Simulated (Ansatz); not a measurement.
W: geometry relaxation (part 1 of 4)

The run: geometry relaxation of W (slab, 36 atoms in the cell). Method and program: DFT PBE+D3(BJ), scalar-relativistic, plane waves, PAW, no spin polarisation (Ansatz 0.2.0).

The structure derives from an entry of the Crystallography Open Database. The input holds or restrains some coordinates. Forces given for the steps count only the free coordinates. Figures and captions count atoms from 1; the log counts them from 0 in places.

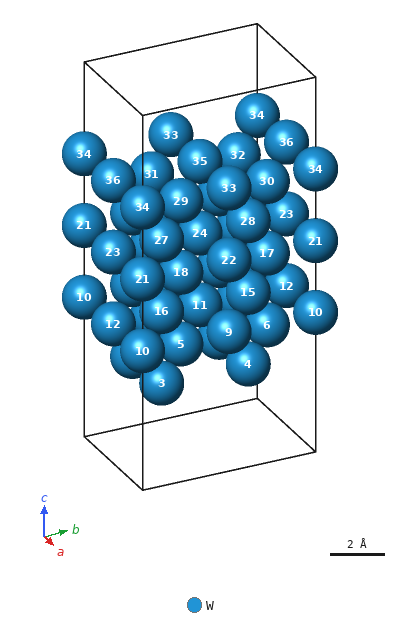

Figure 1. The structure as given in the input (spheres-only view of the cell of the calculation, with the vacuum cut short, seen slightly off an axis; atoms are numbered from 1 in the order of the input). An atom can appear more than once, as a periodic image.

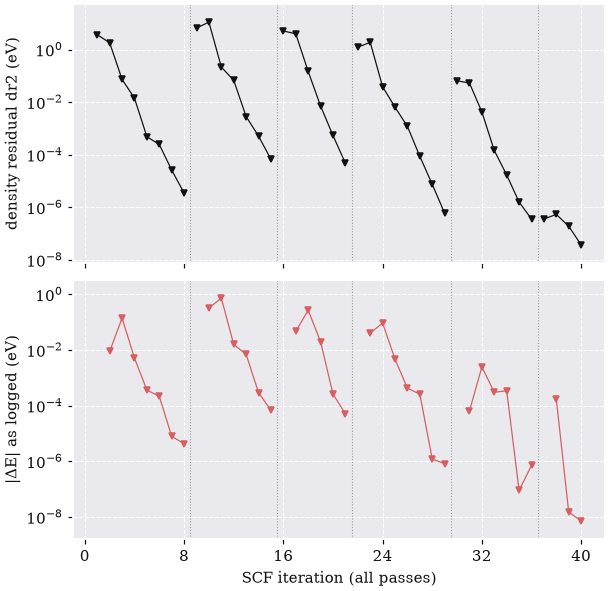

Figure 2. Convergence of the self-consistent field: density residual dr2 and size of the energy change against the SCF iteration. The dotted lines part the SCF passes of the relaxation: geometry steps, rejected trials and re-solves on a re-selected basis. The 6 passes take 4 to 8 iterations each, 40 in all.

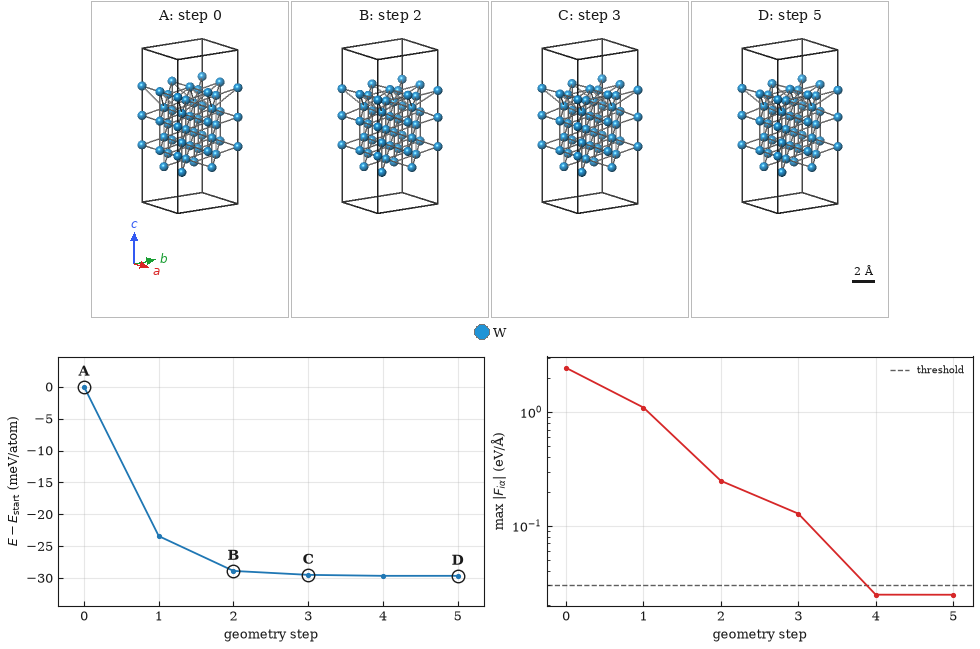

Figure 3. Frames of the restrained relaxation (ball-and-stick view of the cell of the calculation, with the vacuum cut short (origin shifted), seen slightly off an axis) above the curves, on which the letters mark them (the first geometry is step 0 here and step 1 in the log).

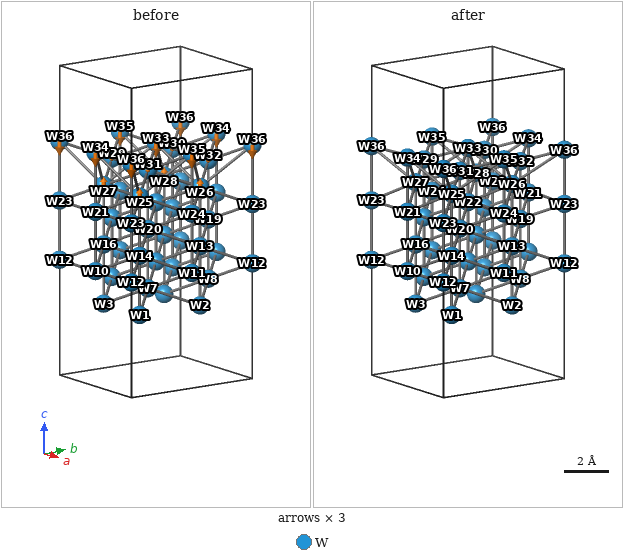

Figure 4. Before (left) and after (right) the restrained relaxation, at one scale (ball-and-stick view of the cell of the calculation, with the vacuum cut short (origin shifted), seen slightly off an axis). The orange arrows give the displacements, magnified 3 times. The energy falls by 29.7 meV per atom in 5 geometry steps. The largest force component goes from 2.4 to 0.025 eV/Å. The largest moves, 0.23 Å, are those of W33, W34, W35 and W36. The cell stays as it was. Among the contacts that change: W21–W34 2.736 → 2.503 Å, W25–W34 3.159 → 2.968 Å, W13–W26 2.736 → 2.868 Å, W17–W30 2.736 → 2.670 Å. (Atoms are counted from 1 in the order of the input.)

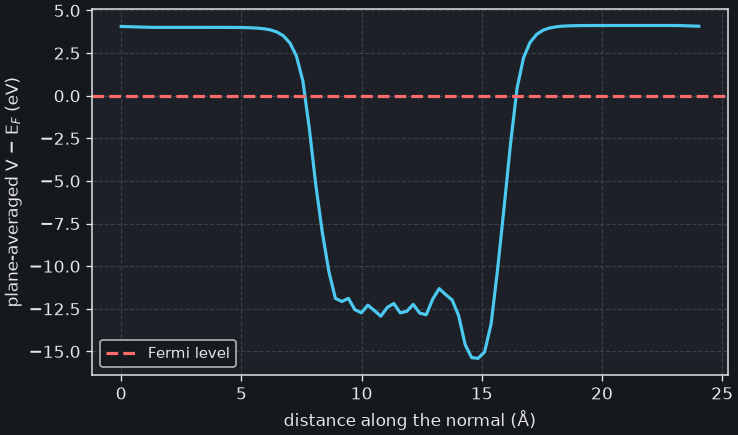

Figure 5. Plane average of the electrostatic potential energy of an electron across the cell, from the Fermi level. The vacuum level lies 4.12 eV above the Fermi level on the upper side and 4.01 eV on the lower.

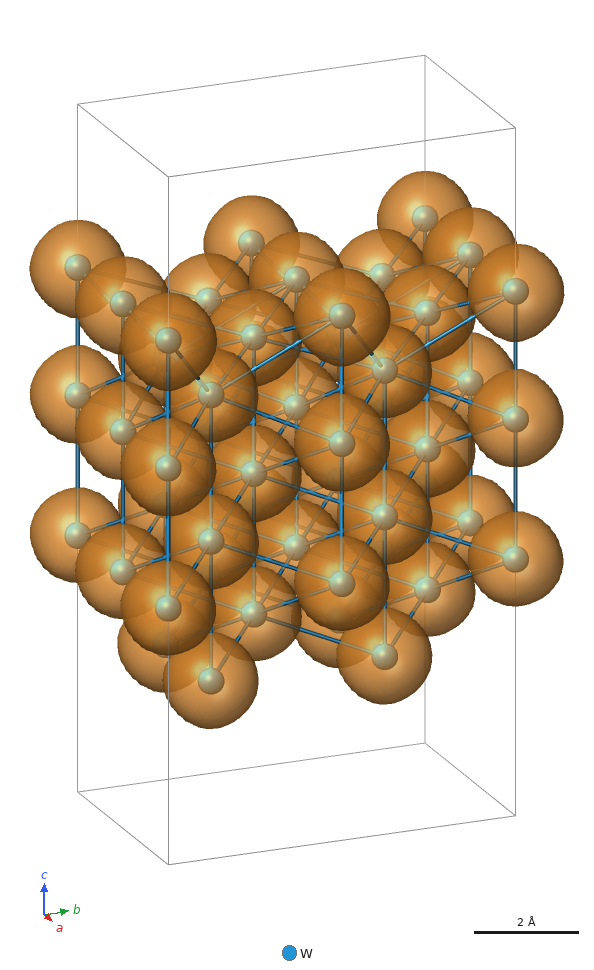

Figure 6. Isosurface of the valence electron density at 1 e/Å³ (orange), seen slightly off an axis. Sticks mark near contacts. At this value the density breaks into separate islands; it holds about 65 % of the electrons treated as valence (semicore included). It is pinched off along the W–W (2.50 Å), W–W (2.67 Å), W–W (2.73 Å) and W–W (2.78 Å) contacts. On the grid the lowest density along these lines, outside the cores, is 0.67 e/Å³ (W–W, 2.50 Å), 0.49 e/Å³ (W–W, 2.67 Å), 0.42 e/Å³ (W–W, 2.73 Å) and 0.38 e/Å³ (W–W, 2.78 Å). Core electrons are frozen (PAW), so the fields are smoothed inside the atomic spheres.

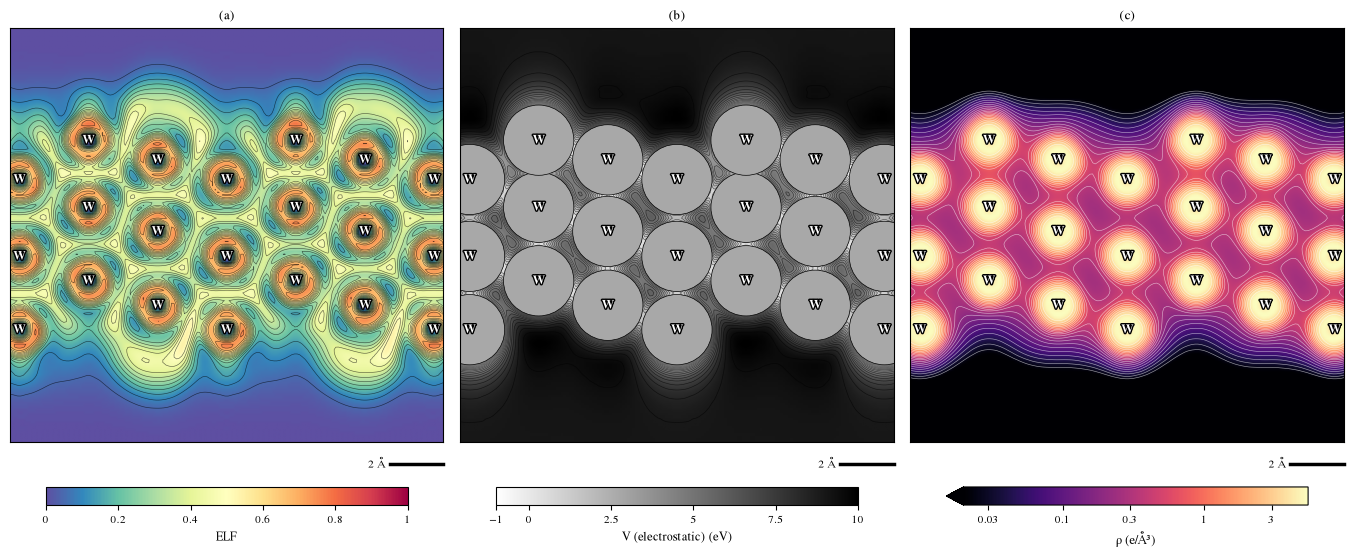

Figure 7. (a) electron localisation function; (b) electrostatic potential energy of an electron; (c) valence electron density on the (110) plane of the calculation cell, a cut from vacuum to vacuum. Grey discs, where drawn, cover atomic cores. The section cuts through W sites. W–W (2.50 Å): the density is about 0.67 e/Å³ at the midpoint; the ELF is about 0.45 at the midpoint (metallic bonding. W–W (2.67 Å): ρ is about 0.49 e/Å³ halfway; the ELF is about 0.45 at the midpoint, as expected for nearly free electrons, as in a simple metal. W–W (2.76 Å): the density is about 0.41 e/Å³ at the midpoint; the ELF is about 0.40 at the midpoint (metallic bonding. W–W (2.87 Å): ρ at the midpoint is about 0.35 e/Å³; the ELF is about 0.40 at the midpoint, as expected for nearly free electrons, as in a simple metal. The density dies away to nearly zero in the vacuum. The strong features right at W lie inside the PAW spheres (semicore, d or f shells) and say nothing about bonding.

The input that produced these results follows, with the program's output.

Input
```yaml
crystal:
  lattice:
    - [8.936386305, 0.0, 0.0]
    - [-4.4681931525, 7.7391375582, 0.0]
    - [0.0, 0.0, 24.2965288639]
  atoms:
    - { symbol: W, position: [0.3333333333, 0.1666666667, 0.3498442122] }
    - { symbol: W, position: [0.3333333333, 0.6666666667, 0.3498442122] }
    - { symbol: W, position: [0.8333333333, 0.1666666667, 0.3498442122] }
    - { symbol: W, position: [0.8333333333, 0.6666666667, 0.3498442122] }
    - { symbol: W, position: [0.6666666667, 0.3333333333, 0.3873831592] }
    - { symbol: W, position: [0.6666666667, 0.8333333333, 0.3873831592] }
    - { symbol: W, position: [0.1666666667, 0.3333333333, 0.3873831592] }
    - { symbol: W, position: [0.1666666667, 0.8333333333, 0.3873831592] }
    - { symbol: W, position: [0.0, 0.5, 0.4249221061] }
    - { symbol: W, position: [0.0, 0.0, 0.4249221061] }
    - { symbol: W, position: [0.5, 0.5, 0.4249221061] }
    - { symbol: W, position: [0.5, 0.0, 0.4249221061] }
    - { symbol: W, position: [0.3333333333, 0.6666666667, 0.4624610531] }
    - { symbol: W, position: [0.3333333333, 0.1666666667, 0.4624610531] }
    - { symbol: W, position: [0.8333333333, 0.6666666667, 0.4624610531] }
    - { symbol: W, position: [0.8333333333, 0.1666666667, 0.4624610531] }
    - { symbol: W, position: [0.6666666667, 0.8333333333, 0.5] }
    - { symbol: W, position: [0.6666666667, 0.3333333333, 0.5] }
    - { symbol: W, position: [0.1666666667, 0.8333333333, 0.5] }
    - { symbol: W, position: [0.1666666667, 0.3333333333, 0.5] }
    - { symbol: W, position: [0.0, 0.0, 0.5375389469] }
    - { symbol: W, position: [0.0, 0.5, 0.5375389469] }
    - { symbol: W, position: [0.5, 0.0, 0.5375389469] }
    - { symbol: W, position: [0.5, 0.5, 0.5375389469] }
    - { symbol: W, position: [0.3333333333, 0.1666666667, 0.5750778939] }
    - { symbol: W, position: [0.3333333333, 0.6666666667, 0.5750778939] }
    - { symbol: W, position: [0.8333333333, 0.1666666667, 0.5750778939] }
    - { symbol: W, position: [0.8333333333, 0.6666666667, 0.5750778939] }
    - { symbol: W, position: [0.6666666667, 0.3333333333, 0.6126168408] }
    - { symbol: W, position: [0.6666666667, 0.8333333333, 0.6126168408] }
    - { symbol: W, position: [0.1666666667, 0.3333333333, 0.6126168408] }
    - { symbol: W, position: [0.1666666667, 0.8333333333, 0.6126168408] }
    - { symbol: W, position: [0.0, 0.5, 0.6501557878] }
    - { symbol: W, position: [0.0, 0.0, 0.6501557878] }
    - { symbol: W, position: [0.5, 0.5, 0.6501557878] }
    - { symbol: W, position: [0.5, 0.0, 0.6501557878] }
basis:
  ecutwfc: 420
kpoints:
  mp_grid: { grid: [6, 6, 1] }
hamiltonian:
  xc: pbe
  dispersion: d3bj
scf:
  occupations: { method: gaussian, width: 0.1 }
output:
  forces: true
  eigenvalues: true
  write_density: true
  write_potential: true
  elf: true
  volumetric_format: npy
relax:
  adjacent_minimum: "off"
  f_tol: 0.03
  max_steps: 70
  constraints: [{ sites: [0, 1, 2, 3, 4, 5, 6, 7, 8, 9, 10, 11, 12, 13, 14, 15] }]
efield:
  axis: 3
  dipole_correction: true
```

Launched with:
```bash
ansatz run input.yaml --threads 8 --pin off --max-ram 22528MiB --backend cpu --events-out ev --progress --plain --runs-dir out
```

Log
```
Engine: ansatz 0.2.0, x86_64-unknown-linux-gnu
Pseudopotentials: kind: paw
Pseudopotential: W, paw, valence charge 14, recommended cutoff 420 eV (normal), W.paw.azcp
Functional definition: PBE
  parameter kappa = 0.804
  parameter beta = 0.06672455060314922
  exchange = pbe_x(kappa = kappa, mu = beta*pi^2/3)
  correlation = pbe_c(beta = beta)
Crystal: 36 atoms, lattice volume = 1680.346 Å³
Basis set: ecut = 420 eV, 32787 PW (Γ), exchange–correlation on 120×120×360 points (8 copies of the dense FFT grid, shifted against one another)
Bands: 303, of which v1, the nominal top of the filled ones, is band 252 counted from 1 (251 counted from 0)
Symmetry: 24 space group operations
k-points: 7 of 36 (time reversal used)
Non-local potential: W, projectors of the file, l = 0: 3, l = 1: 2, l = 2: 2, l = 3: 1
PAW form: soft (Blöchl's): semilocal exchange-correlation on the pseudo side does not see the compensation charge
PAW one-centre angular grid: W, 590 points (default); XC on 64 Gauss nodes
Initial density: superposition of atomic densities (neutral atoms: chi_scale 0, normalization atom), corrected by the library's trained network
Initial wavefunctions: pseudopotential atomic-orbital guess
Functional: x = pbe(κ = 0.804, μ = 0.2195149727645171), c = pbe(β = 0.06672455060314922)
SCF iter   1: F=—  HF=-373837.595064 eV  |F-HF|=—  |Δ(HF+E_count)|=         —  Δρ=5.81e-3  dr2=3.66e0  ethr=1.77e-3  p=0.000 e·Å  D=2.59e-13 V/Å  ΔV_dip=-0.00 eV  dr2_dipole=2.90e-11  V_vac-E_F(+/−)=4.25/4.25 eV  ⟨swp⟩=11.3  Hψ=11068  notcnv=0
efield: sawtooth ramp at fractional position 0.9500 (placed from the atoms, in the widest stretch of the axis that holds none; the zero of the levels goes with the place), width 0.1000; the density the first Hamiltonian is built on has a dipole p = 0.000 e·Å; the dipole correction subtracts the counter field D = 2.59e-13 V/Å, which shifts the + side's vacuum level by -0.00 eV against the − side's; the planar-averaged density in the ramp window peaks in size at 7.3e-5 e/Å³
preconditioner: auto → LDOS  [metal: Δε(μ)=0.051 eV  Ē_g=4.326 eV  σ=0.100 eV  W_gap=0.28  n_scr=322 (ndim 8)  ℏωp=13.3 eV  f_vac=0.565  D(μ)=25.33/eV (n_scr^D=138)  β→1.0]
SCF iter   2: F=—  HF=-373837.586172 eV  |F-HF|=—  |Δ(HF+E_count)|=   8.89e-3  Δρ=5.21e-3  dr2=1.81e0  ethr=7.25e-4  p=0.000 e·Å  D=2.24e-7 V/Å  ΔV_dip=-0.00 eV  dr2_dipole=1.14e-10  V_vac-E_F(+/−)=3.88/3.88 eV  ⟨swp⟩=2.6  Hψ=3090  notcnv=0  defer=246
SCF iter   3: F=—  HF=-373837.445740 eV  |F-HF|=—  |Δ(HF+E_count)|=   1.40e-1  Δρ=1.32e-3  dr2=7.31e-2  ethr=3.59e-4  p=0.000 e·Å  D=1.07e-7 V/Å  ΔV_dip=-0.00 eV  dr2_dipole=6.61e-12  V_vac-E_F(+/−)=3.95/3.95 eV  ⟨swp⟩=2.0  Hψ=2682  notcnv=0  defer=246
SCF iter   4: F=—  HF=-373837.440611 eV  |F-HF|=—  |Δ(HF+E_count)|=   5.13e-3  Δρ=5.37e-4  dr2=1.41e-2  ethr=1.45e-5  p=0.000 e·Å  D=1.52e-7 V/Å  ΔV_dip=-0.00 eV  dr2_dipole=3.53e-12  V_vac-E_F(+/−)=3.92/3.92 eV  ⟨swp⟩=2.7  Hψ=2791  notcnv=0  defer=246
SCF iter   5: F=—  HF=-373837.440250 eV  |F-HF|=—  |Δ(HF+E_count)|=   3.62e-4  Δρ=1.30e-4  dr2=4.84e-4  ethr=2.79e-6  p=0.000 e·Å  D=1.37e-7 V/Å  ΔV_dip=-0.00 eV  dr2_dipole=4.11e-11  V_vac-E_F(+/−)=3.90/3.90 eV  ⟨swp⟩=2.6  Hψ=2907  notcnv=0  defer=157
SCF iter   6: F=—  HF=-373837.440466 eV  |F-HF|=—  |Δ(HF+E_count)|=   2.16e-4  Δρ=7.36e-5  dr2=2.45e-4  ethr=9.61e-8  p=0.000 e·Å  D=1.06e-7 V/Å  ΔV_dip=-0.00 eV  dr2_dipole=1.27e-11  V_vac-E_F(+/−)=3.88/3.88 eV  ⟨swp⟩=3.1  Hψ=3460  notcnv=0  defer=157
SCF iter   7: F=—  HF=-373837.440474 eV  |F-HF|=—  |Δ(HF+E_count)|=   7.86e-6  Δρ=2.74e-5  dr2=2.61e-5  ethr=4.86e-8  p=0.000 e·Å  D=7.68e-8 V/Å  ΔV_dip=-0.00 eV  dr2_dipole=1.43e-11  V_vac-E_F(+/−)=3.88/3.88 eV  ⟨swp⟩=2.0  Hψ=2631  notcnv=0  defer=157
SCF iter   8: F=-373837.440480 eV  HF=-373837.440478 eV  |F-HF|=2.16e-6  |Δ(HF+E_count)|=   4.28e-6  Δρ=1.02e-5  dr2=3.49e-6  ethr=4.46e-9  p=0.000 e·Å  D=3.92e-8 V/Å  ΔV_dip=-0.00 eV  dr2_dipole=1.23e-11  V_vac-E_F(+/−)=3.88/3.88 eV  ⟨swp⟩=24.4  Hψ=24509  notcnv=0
SCF 1 converged in 8 iterations: F = -373837.440480 eV  dr2 = 3.49e-6
  greatest PAW one-centre occupation: 1.000 electrons in one spin orbital (limit 2), on the W atom at site 31 (counted from 0), in its partial waves of l = 0
relax step   1: F+E_penalty+E_count = -373837.44048007 eV  Δ(F+E_penalty+E_count) = +0.000e0 eV  max|allowed force component| = 2.446e0 eV/Å  Δτ_max = 0.0000 Å  (8 SCF iters, dr2 threshold 2.25e-5 eV, accepted)
Initial density: handed on by an earlier stage of this run
Initial wavefunctions: those handed on with the density
iter 1 solved again at ethr=1.21e-3 eV; its pass at ethr=3.10e-3 eV (dr2=6.10e0 eV) is discarded
```
